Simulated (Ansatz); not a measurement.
## Single-point calculation, with input and output: PbS

- system: PbS (slab, 4 atoms in the cell)
- method: DFT PBE, scalar-relativistic, plane waves, PAW; levels and slopes on a dense k mesh at the converged density, no spin polarisation (Ansatz 0.2.0)

The structure derives from an entry of the Crystallography Open Database. Figures and captions count atoms from 1; the log counts them from 0 in places.

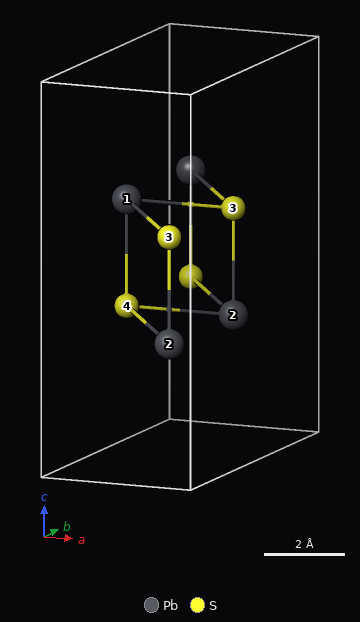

**Figure 1.** The input geometry (ball-and-stick view of the 1 × 2 repeat of the cell, with the vacuum cut short, seen slightly off an axis; atoms are numbered from 1 in the order of the input).

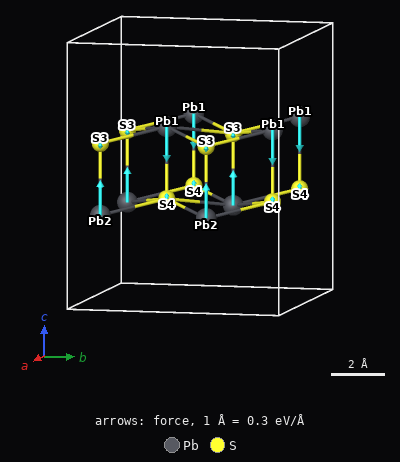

**Figure 2.** Forces on the atoms as teal arrows (ball-and-stick view of the 2 × 2 repeat of the cell, with the vacuum cut short, seen slightly off an axis; atoms are numbered from 1 in the order of the input). The largest act on Pb1, Pb2 (0.41 eV/Å). The geometry is not a stationary point of this energy.

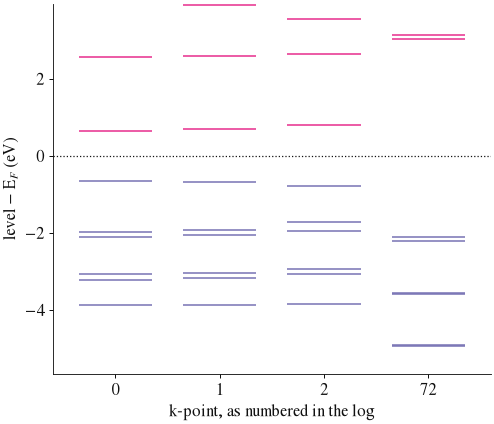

**Figure 3.** Kohn–Sham levels near the Fermi level (dotted) at the few k-points that the log prints; levels within 0.02 eV of each other stand side by side. Among these points the highest filled and lowest empty levels are 1.31 eV apart; the gap on the full mesh, 1.29 eV, has an edge at a point that isn't printed.

The input that produced these results follows, with the program's output.

Input file
```yaml
crystal:
  lattice:
    - [2.9, -2.9405, 0.0]
    - [2.9, 2.9405, 0.0]
    - [0.0, 0.0, 16.19382594]
  atoms:
    - { symbol: Pb, position: [0.25, 0.75, 0.59861246] }
    - { symbol: Pb, position: [0.75, 0.25, 0.40138754] }
    - { symbol: S, position: [0.75, 0.25, 0.57129483] }
    - { symbol: S, position: [0.25, 0.75, 0.42870517] }
basis:
  ecutwfc: 420
kpoints:
  mp_grid: { grid: [16, 16, 1] }
hamiltonian:
  xc: pbe
scf:
  occupations: { method: gaussian, width: 0.05 }
output:
  forces: true
  eigenvalues: true
  eigenstates:
    nscf_kmesh: { grid: [44, 44, 1] }
    top_band: c6
    de_dk: true
    localisation: true
checkpoint:
  write: ck
  compress: false
  write_wavefunctions: false
  write_every: 100000
```

Command:
```bash
ansatz run input.yaml --threads 1 --pin off --max-ram 3072MiB --backend cpu --events-out ev --progress --plain --runs-dir out
```

What the program printed
```
Engine: ansatz 0.2.0, aarch64-unknown-linux-gnu
Pseudopotentials: kind: paw
Pseudopotential: Pb, paw, valence charge 14, recommended cutoff 420 eV (normal), Pb.paw.azcp
Pseudopotential: S, paw, valence charge 6, recommended cutoff 420 eV (normal), S.paw.azcp
Functional definition: PBE
  parameter kappa = 0.804
  parameter beta = 0.06672455060314922
  exchange = pbe_x(kappa = kappa, mu = beta*pi^2/3)
  correlation = pbe_c(beta = beta)
Crystal: 4 atoms, lattice volume = 276.184 Å³
Basis set: ecut = 420 eV, 5383 PW (Γ), exchange–correlation on 60×60×240 points (8 copies of the dense FFT grid, shifted against one another)
Bands: 24, of which v1, the nominal top of the filled ones, is band 20 counted from 1 (19 counted from 0)
Symmetry: 8 space group operations
Space group: Cmme (ITA 67), of the structure as read, at distance tolerance 6.5e-5 Å
k-points: 73 of 256
Non-local potential: Pb, projectors of the file, l = 0: 2, l = 1: 2, l = 2: 2, l = 3: 2
Non-local potential: S, projectors of the file, l = 0: 2, l = 1: 2, l = 2: 2
PAW form: soft (Blöchl's): semilocal exchange-correlation on the pseudo side does not see the compensation charge
PAW one-centre angular grid: Pb, 590 points (default); XC on 64 Gauss nodes
PAW one-centre angular grid: S, 110 points (default); XC on 64 Gauss nodes
Initial density: superposition of atomic densities (neutral atoms: chi_scale 0, normalization atom), corrected by the library's trained network
Initial wavefunctions: pseudopotential atomic-orbital guess
Functional: x = pbe(κ = 0.804, μ = 0.2195149727645171), c = pbe(β = 0.06672455060314922)
SCF iter   1: F=—  HF=-25618.789275 eV  |F-HF|=—  |Δ(HF+E_count)|=         —  Δρ=8.33e-4  dr2=1.25e-2  ethr=1.77e-3  ⟨swp⟩=7.2  Hψ=9258  notcnv=0
preconditioner: auto → Resta (q_TF=auto, 1.977 Å⁻¹)  ε∞=2.1  [insulator: Δε(μ)=1.377 eV  Ē_g=13.728 eV  σ=0.050 eV  W_gap=1.00  n_scr=38 (ndim 8)  ℏωp=14.1 eV  f_vac=0.574  D(μ)=0.00/eV (n_scr^D=0)  ε∞_Penn≈2.1  vacuum switching on, ρ_ref=1.4e-2 e/Å³]
SCF iter   2: F=—  HF=-25618.787473 eV  |F-HF|=—  |Δ(HF+E_count)|=   1.80e-3  Δρ=5.38e-4  dr2=1.95e-3  ethr=3.12e-5  ⟨swp⟩=2.1  Hψ=3106  notcnv=0
SCF iter   3: F=—  HF=-25618.787389 eV  |F-HF|=—  |Δ(HF+E_count)|=   8.40e-5  Δρ=2.06e-4  dr2=4.57e-4  ethr=4.87e-6  ⟨swp⟩=2.9  Hψ=3294  notcnv=0
SCF iter   4: F=—  HF=-25618.787443 eV  |F-HF|=—  |Δ(HF+E_count)|=   5.41e-5  Δρ=6.07e-5  dr2=1.44e-5  ethr=1.14e-6  ⟨swp⟩=2.1  Hψ=2388  notcnv=0
SCF iter   5: F=—  HF=-25618.787247 eV  |F-HF|=—  |Δ(HF+E_count)|=   1.96e-4  Δρ=1.72e-5  dr2=1.11e-6  ethr=3.61e-8  ⟨swp⟩=2.0  Hψ=3166  notcnv=0
SCF iter   6: F=—  HF=-25618.787329 eV  |F-HF|=—  |Δ(HF+E_count)|=   8.15e-5  Δρ=4.24e-6  dr2=6.97e-8  ethr=2.76e-9  ⟨swp⟩=2.0  Hψ=3200  notcnv=0
SCF iter   7: F=—  HF=-25618.787329 eV  |F-HF|=—  |Δ(HF+E_count)|=   2.76e-8  Δρ=1.98e-6  dr2=1.99e-8  ethr=1.74e-10  ⟨swp⟩=2.0  Hψ=3212  notcnv=0
SCF iter   8: F=—  HF=-25618.787329 eV  |F-HF|=—  |Δ(HF+E_count)|=   4.28e-9  Δρ=3.25e-7  dr2=4.95e-10  ethr=4.96e-11  ⟨swp⟩=2.8  Hψ=3048  notcnv=0
SCF iter   9: F=-25618.787329 eV  HF=-25618.787329 eV  |F-HF|=7.28e-12  |Δ(HF+E_count)|=  1.16e-10  Δρ=4.09e-8  dr2=5.31e-12  ethr=1.00e-12  ⟨swp⟩=6.1  Hψ=10871  notcnv=0
SCF 1 converged in 9 iterations: F = -25618.787329 eV  dr2 = 5.31e-12
  greatest PAW one-centre occupation: 0.982 electrons in one spin orbital (limit 2), on the Pb atom at site 1 (counted from 0), in its partial waves of l = 2
NSCF: frozen V_eff on 507 k-points
SCF converged after 9 iterations
Free energy (F): -25618.787329 eV
Harris-Foulkes:  -25618.787329 eV  (|F-HF|=7.28e-12)
Internal energy: -25618.787329 eV  (E = F + TS)
E sigma→0 (E₀):  -25618.787329 eV
Fermi energy:    1.037244 eV
--- Per-component energies (eV) ---
  E_band       = -406.148154
  E_kinetic    = 787.165625
  E_local      = -12676.926583  (includes V_loc(G=0)·N_el)
  E_nonlocal   = 757.216284
  E_hartree    = 5919.949849
  E_xc         = -635.533642
  E_vxc        = -439.049426  (∫ρ·V_xc dr)
  E_paw        = -22009.005406  (= ΣΔE_a)
  E_vpaw       = -674.453831  (= ΣTr[D̂ρ^β])
  E_aug_tail   = 0.000097  (compensation charges beyond the density's cutoff)
  E_ewald      = 2238.346446
  E_smearing   = -0.000000  (= −TS)
  E_closure    = -0.000000  (closes the sum)
  Σ components = -25618.787329   (vs F -25618.787329, Δ=0.00e0)
--- Forces (eV/Å), atoms counted from 1 ---
  atom   1  Pb     0.00000000    -0.00000000    -0.40704882
  atom   2  Pb     0.00000000     0.00000000     0.40704882
  atom   3  S      0.00000000    -0.00000000    -0.06697183
  atom   4  S      0.00000000     0.00000000     0.06697183
  max |Σ_I F_I| component: 5.55e-17 eV/Å
--- Band table (eV; the first three rows and the last of 73) ---
  k-point 0: bands = ["-15.9709", "-15.8896", "-15.8848", "-15.8809", "-15.8498", "-15.8454", "-15.8372", "-15.8291", "-15.8248", "-15.8174", "-12.4264", "-10.9481", "-6.7049", "-5.1094", "-2.8484", "-2.1806", "-2.0396", "-1.0663", "-0.9501", "0.3707", "1.6824", "3.5944", "4.9955", "5.1411"]
  k-point 1: bands = ["-15.9688", "-15.8880", "-15.8845", "-15.8793", "-15.8500", "-15.8457", "-15.8385", "-15.8299", "-15.8253", "-15.8180", "-12.4028", "-10.9391", "-6.7605", "-5.1858", "-2.8459", "-2.1405", "-2.0065", "-1.0134", "-0.8917", "0.3428", "1.7186", "3.6202", "4.9620", "5.1651"]
  k-point 2: bands = ["-15.9629", "-15.8844", "-15.8836", "-15.8738", "-15.8505", "-15.8464", "-15.8420", "-15.8318", "-15.8273", "-15.8191", "-12.3326", "-10.9146", "-6.9127", "-5.4019", "-2.8187", "-2.0260", "-1.9083", "-0.9155", "-0.6901", "0.2561", "1.8282", "3.6878", "4.5734", "5.1569"]
  k-point 72: bands = ["-15.9771", "-15.9766", "-15.8715", "-15.8662", "-15.8504", "-15.8475", "-15.8340", "-15.8267", "-15.8014", "-15.8011", "-10.7729", "-10.6975", "-6.4974", "-6.4135", "-3.8908", "-3.8655", "-2.5498", "-2.5181", "-1.1666", "-1.0610", "4.0724", "4.1801", "4.9916", "5.0365"]
```

Summary

```tsv
quantity	value
outcome	converged
electrons treated	40
free energy	−25618.7873 eV
Fermi energy	1.037 eV
gap on the k-point mesh	1.29 eV
largest force (length of the vector)	0.407 eV/Å
hardware	1 thread of Arm Neoverse V1, 24 GiB of memory available, shared host
wall time	3.4 min
peak memory	1.8 GiB
```

Remarks

Spin–orbit coupling is left out, which matters for Pb.
